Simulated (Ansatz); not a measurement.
Single-point calculation, with input and output: Zn

- system: Zn (slab, 6 atoms in the cell)
- method: DFT, PBE, all-electron LAPW, scalar-relativistic, no spin polarisation (Ansatz 0.2.0)

It belongs to a series of runs on one base structure; here: vacuum of 7 Å, LAPW. Figures and captions count atoms from 1; the log counts them from 0 in places.

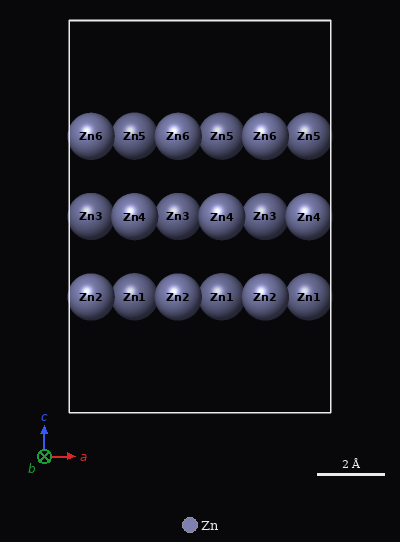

Figure 1. The structure (spheres-only view of the 3 × 1 repeat of the cell, with the vacuum cut short, along the b axis; atoms are numbered from 1 in the order of the input).

Results in brief:

```tsv
quantity	value
outcome	converged
electrons in bands (core shells apart)	120
free energy	−293237.1638 eV
Fermi energy	6.033 eV
largest force (length of the vector)	0.010 eV/Å
hardware	2 threads of Arm Neoverse V2, 24 GiB of memory available, shared host
wall time	92 s (CPU time 3.1 min)
peak memory	0.78 GiB
```

Notes:

Warnings of the run: the density in the vacuum is higher than it should be, so vacuum levels may be off.

Input:
```yaml
crystal:
  lattice:
    - [2.6358129023, 0.0, 0.0]
    - [0.0, 5.0929172529, 0.0]
    - [0.0, 0.0, 11.8674]
  atoms:
    - { symbol: Zn, position: [0.75, 0.75, 0.2954741725] }
    - { symbol: Zn, position: [0.25, 0.25, 0.2949253291] }
    - { symbol: Zn, position: [0.25, 0.75, 0.500273555] }
    - { symbol: Zn, position: [0.75, 0.25, 0.499726438] }
    - { symbol: Zn, position: [0.75, 0.75, 0.7050746709] }
    - { symbol: Zn, position: [0.25, 0.25, 0.7045258297] }
kpoints:
  mp_grid: { grid: [14, 7, 1] }
scf:
  occupations: { method: fermi_dirac, width: 0.1 }
hamiltonian:
  xc: pbe
  pseudopotentials: { kind: all_electron, lapw: { basis_error: 0.001 } }
output:
  forces: true
  stress: true
  eigenvalues: true
efield:
  axis: 3
  amplitude: 0
  dipole_correction: true
```

Launch command:
```bash
ansatz run input.yaml --threads 2 --pin off --max-ram 4096MiB --backend cpu --events-out ev --progress --plain --runs-dir out
```

The program's output:
```
LAPW: plane waves up to 8.452 Å⁻¹, error target 1.0e-3 eV per atom; small_component_spin mean_spin; Zn in spheres of 1.318 Å, 20 of its electrons in bands, Dirac shells [] (how accurate: hamiltonian.pseudopotentials.lapw.basis_error, Limitations)
Engine: ansatz 0.2.0, aarch64-unknown-linux-gnu
Pseudopotentials: kind: all_electron
Pseudopotential: Zn, LAPW, valence charge 20, lapw/all_electron/scalar/gaussian/Zn, Koelling and Harmon's equation, gaussian nucleus
Functional definition: PBE
  parameter kappa = 0.804
  parameter beta = 0.06672455060314922
  exchange = pbe_x(kappa = kappa, mu = beta*pi^2/3)
  correlation = pbe_c(beta = beta)
Crystal: 6 atoms, lattice volume = 159.308 Å³
Basis set: ecut = 272.1957182355116 eV, 1645 PW (Γ), exchange–correlation at level 2
Bands: 72, of which v1, the nominal top of the filled ones, is band 60 counted from 1 (59 counted from 0)
Symmetry: 4 space group operations
k-points: 32 of 98
Non-local potential: Zn, projectors of the file, none
Initial density: superposition of atomic densities (neutral atoms: chi_scale 0, normalization atom)
Initial wavefunctions: plane waves of lowest kinetic energy (no species holds an atomic orbital)
Functional: x = pbe(κ = 0.804, μ = 0.2195149727645171), c = pbe(β = 0.06672455060314922)
iter 1 solved again at ethr=3.09e-4 eV; its pass at ethr=1.00e-1 eV (dr2=3.71e-1 eV) is discarded
SCF iter   1: F=—  HF=-293237.627557 eV  |F-HF|=—  |Δ(HF+E_count)|=         —  Δρ=1.51e-2  dr2=3.73e-1  ethr=3.09e-4  p=0.000 e·Å  D=6.94e-10 V/Å  ΔV_dip=-0.00 eV  dr2_dipole=6.41e-16  V_vac-E_F(+/−)=4.10/4.20 eV  ⟨swp⟩=3.1  Hψ=14713  notcnv=0
efield: sawtooth ramp at fractional position 0.9500 (placed from the atoms, in the widest stretch of the axis that holds none; the zero of the levels goes with the place), width 0.1000; the density the first Hamiltonian is built on has a dipole p = 0.000 e·Å; the dipole correction subtracts the counter field D = 6.78e-10 V/Å, which shifts the + side's vacuum level by -0.00 eV against the − side's; the planar-averaged density in the ramp window peaks in size at 9.1e-3 e/Å³
preconditioner: auto → LDOS  [metal: Δε(μ)=0.043 eV  Ē_g=10.667 eV  σ=0.100 eV  W_gap=0.11  n_scr=38 (ndim 8)  ℏωp=25.0 eV  f_vac=0.355  D(μ)=1.97/eV (n_scr^D=10)  β→1.0]
iter 2 solved again at ethr=1.39e-5 eV; its pass at ethr=3.09e-4 eV (dr2=1.67e-2 eV) is discarded
SCF iter   2: F=—  HF=-293238.933590 eV  |F-HF|=—  |Δ(HF+E_count)|=    1.31e0  Δρ=3.33e-3  dr2=1.67e-2  ethr=1.39e-5  p=0.000 e·Å  D=7.71e-9 V/Å  ΔV_dip=-0.00 eV  dr2_dipole=4.89e-15  V_vac-E_F(+/−)=4.18/4.27 eV  ⟨swp⟩=2.0  Hψ=12831  notcnv=0  recentre
SCF iter   3: F=—  HF=-293237.229681 eV  |F-HF|=—  |Δ(HF+E_count)|=    1.70e0  Δρ=6.55e-3  dr2=5.93e-2  ethr=1.39e-5  p=0.000 e·Å  D=2.36e-9 V/Å  ΔV_dip=-0.00 eV  dr2_dipole=5.30e-18  V_vac-E_F(+/−)=4.08/4.18 eV  ⟨swp⟩=3.0  Hψ=8189  notcnv=0
SCF iter   4: F=—  HF=-293237.162060 eV  |F-HF|=—  |Δ(HF+E_count)|=   6.76e-2  Δρ=1.08e-3  dr2=1.53e-3  ethr=1.39e-5  p=0.000 e·Å  D=3.64e-9 V/Å  ΔV_dip=-0.00 eV  dr2_dipole=2.34e-17  V_vac-E_F(+/−)=4.05/4.15 eV  ⟨swp⟩=3.0  Hψ=7358  notcnv=0
SCF iter   5: F=—  HF=-293237.163887 eV  |F-HF|=—  |Δ(HF+E_count)|=   1.83e-3  Δρ=1.95e-4  dr2=7.64e-5  ethr=1.28e-6  p=0.000 e·Å  D=3.12e-9 V/Å  ΔV_dip=-0.00 eV  dr2_dipole=4.71e-18  V_vac-E_F(+/−)=4.02/4.12 eV  ⟨swp⟩=3.0  Hψ=6855  notcnv=0
SCF iter   6: F=—  HF=-293237.163766 eV  |F-HF|=—  |Δ(HF+E_count)|=   1.21e-4  Δρ=1.06e-4  dr2=1.45e-5  ethr=6.37e-8  p=0.000 e·Å  D=3.28e-9 V/Å  ΔV_dip=-0.00 eV  dr2_dipole=1.00e-19  V_vac-E_F(+/−)=4.02/4.11 eV  ⟨swp⟩=3.0  Hψ=6966  notcnv=0
SCF iter   7: F=—  HF=-293237.163752 eV  |F-HF|=—  |Δ(HF+E_count)|=   1.39e-5  Δρ=4.92e-5  dr2=3.13e-6  ethr=1.21e-8  p=0.000 e·Å  D=3.26e-9 V/Å  ΔV_dip=-0.00 eV  dr2_dipole=1.13e-20  V_vac-E_F(+/−)=4.02/4.11 eV  ⟨swp⟩=3.0  Hψ=6822  notcnv=0
SCF iter   8: F=—  HF=-293237.163758 eV  |F-HF|=—  |Δ(HF+E_count)|=   5.15e-6  Δρ=1.04e-5  dr2=1.52e-7  ethr=2.61e-9  p=0.000 e·Å  D=3.21e-9 V/Å  ΔV_dip=-0.00 eV  dr2_dipole=1.48e-19  V_vac-E_F(+/−)=4.02/4.11 eV  ⟨swp⟩=3.0  Hψ=6880  notcnv=0
SCF iter   9: F=-293237.163758 eV  HF=-293237.163758 eV  |F-HF|=1.94e-8  |Δ(HF+E_count)|=   2.30e-7  Δρ=1.05e-6  dr2=1.89e-9  ethr=1.27e-10  p=0.000 e·Å  D=3.64e-9 V/Å  ΔV_dip=-0.00 eV  dr2_dipole=5.26e-18  V_vac-E_F(+/−)=4.02/4.11 eV  ⟨swp⟩=3.0  Hψ=6883  notcnv=0
WARN: efield: at this solve's end the planar-averaged density reaches 8.75e-3 e/Å³ inside the ramp window [0.8657, 0.1343] (bound 1e-5 e/Å³); the window's nearer edge stands 1.91 Å from this solve's nearest atom along the axis. Its work functions, free energy, forces, stress, dipole, levels and responses can be off, and this figure does not tell by how much. The cell may have no vacuum along `efield.axis`. A short vacuum, a low `basis.ecutwfc` or `basis.ecutrho_ratio` and negative occupations (`scf.occupations.method`) can put density there. See the manual's quickstart, § The vacuum guard
SCF 1 converged in 9 iterations: F = -293237.163758 eV  dr2 = 1.89e-9
SCF converged after 9 iterations
Free energy (F): -293237.163758 eV
Harris-Foulkes:  -293237.163758 eV  (|F-HF|=1.94e-8)
Internal energy: -293237.094553 eV  (E = F + TS)
E sigma→0 (E₀):  -293237.129155 eV
Entropy (-TS):   -0.069205 eV (-11.534 meV/atom)
Fermi energy:    6.032612 eV
Dipole field:    D = 0.000000 V/Å  (p = 0.000000 e·Å, saw-weighted, corrected)
Work function:   Φ+ = 4.1832 eV (in doubt: plateau slope 7.4e-1 eV/Å)   Φ− = 4.2124 eV (in doubt: plateau slope 3.1e-1 eV/Å)
Levels:          The Fermi level and band energies are counted from a zero that moves with the ramp; work functions are not
Vacuum region:   at the solve's end the planar-averaged density reaches 8.75e-3 e/Å³ inside the ramp window [0.8657, 0.1343] (bound 1e-5 e/Å³)
--- Per-component energies (eV) ---
  E_band       = -4142.906700
  E_kinetic    = 298624.805523
  E_xc         = -11696.660257
  E_efield     = 0.000000  (sawtooth field / dipole correction)
  E_electrostatic = -580165.239820  (all electrons and nuclei)
  E_smearing   = -0.069205  (= −TS)
  E_closure    = 0.000000  (closes the sum)
  E_atoms      = -293231.489433  (free atoms, spherical and without spin; not in F)
  Σ components = -293237.163758   (vs F -293237.163758, Δ=0.00e0)
  Basis errors (estimates in eV, not in F): energy 3.6e-4 per atom: plane waves 3.3e-4 (1.9e-4 summed), levels above the bands 5.8e-32, relativity 2.4e-8, radial functions 2.8e-5, core shells 2.1e-10; eigenvalues (radial functions only) 1.2e-6; not estimated: angular momenta, meshes, grids; target (lapw.basis_error) 1.0e-3; muffin-tin radii Zn 1.318 Å
--- Forces (eV/Å), atoms counted from 1 ---
  atom   1  Zn    -0.00000000     0.00000000     0.00522440
  atom   2  Zn    -0.00000000    -0.00000000     0.00994395
  atom   3  Zn     0.00000000    -0.00000000    -0.00215307
  atom   4  Zn    -0.00000000     0.00000000     0.00215336
  atom   5  Zn     0.00000000     0.00000000    -0.00994411
  atom   6  Zn     0.00000000    -0.00000000    -0.00522452
  max |Σ_I F_I| component: 1.36e-9 eV/Å
--- Stress (GPa, compression-positive) ---
       -4.140547       0.000000       0.000000
        0.000000      -4.930825       0.000000
        0.000000       0.000000       0.062455
  P = ⅓ Tr σ = -3.0030 GPa (-30.030 kbar)
--- Band table (eV; the first three rows and the last of 32) ---
  k-point 0: bands = ["-120.1384", "-120.1376", "-120.0233", "-120.0233", "-120.0225", "-120.0225", "-74.3037", "-74.3026", "-74.2988", "-74.2877", "-74.2752", "-74.2730", "-74.1960", "-74.1956", "-74.1949", "-74.1945", "-74.1822", "-74.1822", "-74.1711", "-74.1711", "-74.1596", "-74.1596", "-74.1574", "-74.1574", "-3.0484", "-1.9694", "-1.8665", "-1.8664", "-1.7483", "-1.6576", "-1.5975", "-1.4291", "-1.2570", "-1.2363", "-1.2104", "-1.1785", "-1.1735", "-0.9957", "-0.9853", "-0.9475", "-0.9109", "-0.9033", "-0.8663", "-0.8545", "-0.8440", "-0.7369", "-0.7291", "-0.7159", "-0.6835", "-0.6589", "-0.5975", "-0.5779", "-0.5669", "-0.5272", "-0.4776", "-0.4746", "1.7077", "3.5033", "3.5731", "4.6009", "4.7476", "5.1421", "7.0697", "7.3474", "7.9200", "9.4294", "11.4192", "11.9502", "13.1444", "13.4918", "14.0019", "16.8996"]
  k-point 1: bands = ["-120.1383", "-120.1376", "-120.0233", "-120.0233", "-120.0226", "-120.0226", "-74.3036", "-74.3027", "-74.2982", "-74.2882", "-74.2751", "-74.2731", "-74.1959", "-74.1956", "-74.1949", "-74.1946", "-74.1816", "-74.1816", "-74.1717", "-74.1717", "-74.1595", "-74.1595", "-74.1575", "-74.1575", "-2.9351", "-1.8986", "-1.8619", "-1.8355", "-1.7430", "-1.6505", "-1.5726", "-1.4187", "-1.2542", "-1.2328", "-1.2094", "-1.1749", "-1.1668", "-0.9856", "-0.9817", "-0.9769", "-0.9374", "-0.9149", "-0.8588", "-0.8475", "-0.8365", "-0.7570", "-0.7135", "-0.7093", "-0.6617", "-0.6176", "-0.6121", "-0.6102", "-0.5650", "-0.5291", "-0.4975", "-0.4943", "1.8009", "1.9266", "3.3297", "4.7459", "5.3274", "5.7183", "6.7358", "8.0326", "8.9509", "8.9642", "11.5379", "12.0580", "12.2984", "13.8635", "15.2608", "16.1147"]
  k-point 2: bands = ["-120.1382", "-120.1377", "-120.0232", "-120.0232", "-120.0227", "-120.0227", "-74.3035", "-74.3028", "-74.2967", "-74.2898", "-74.2747", "-74.2734", "-74.1958", "-74.1955", "-74.1950", "-74.1947", "-74.1801", "-74.1801", "-74.1732", "-74.1732", "-74.1592", "-74.1592", "-74.1578", "-74.1578", "-2.6153", "-1.8612", "-1.7702", "-1.7385", "-1.7311", "-1.6295", "-1.5041", "-1.3784", "-1.2474", "-1.2349", "-1.1980", "-1.1551", "-1.1241", "-1.1072", "-0.9715", "-0.9256", "-0.9236", "-0.9082", "-0.9042", "-0.8027", "-0.7951", "-0.7857", "-0.7522", "-0.7088", "-0.7063", "-0.6713", "-0.6692", "-0.5625", "-0.5501", "-0.5490", "-0.5346", "-0.3597", "0.5851", "1.9741", "2.0868", "4.3448", "5.1670", "7.4888", "7.5579", "8.3697", "9.1649", "10.3142", "11.7152", "11.8853", "12.3723", "14.5501", "14.7541", "14.9995"]
  k-point 31: bands = ["-120.1364", "-120.1364", "-120.0215", "-120.0215", "-120.0213", "-120.0213", "-74.3011", "-74.3011", "-74.2979", "-74.2979", "-74.2900", "-74.2900", "-74.1939", "-74.1939", "-74.1934", "-74.1934", "-74.1820", "-74.1820", "-74.1819", "-74.1819", "-74.1737", "-74.1737", "-74.1735", "-74.1735", "-1.6717", "-1.6717", "-1.6541", "-1.6541", "-1.5342", "-1.5342", "-1.5105", "-1.5105", "-1.4990", "-1.4990", "-1.2758", "-1.2758", "-0.9210", "-0.9210", "-0.8378", "-0.8378", "-0.8225", "-0.8225", "-0.8180", "-0.8180", "-0.6889", "-0.6889", "-0.6028", "-0.6028", "-0.5426", "-0.5426", "-0.4398", "-0.4398", "-0.4250", "-0.4250", "4.0519", "4.0519", "4.9138", "4.9138", "5.2036", "5.2036", "7.0931", "7.0931", "8.1417", "8.1417", "8.9661", "8.9661", "11.5779", "11.5779", "12.7687", "12.7687", "13.9781", "13.9781"]
```
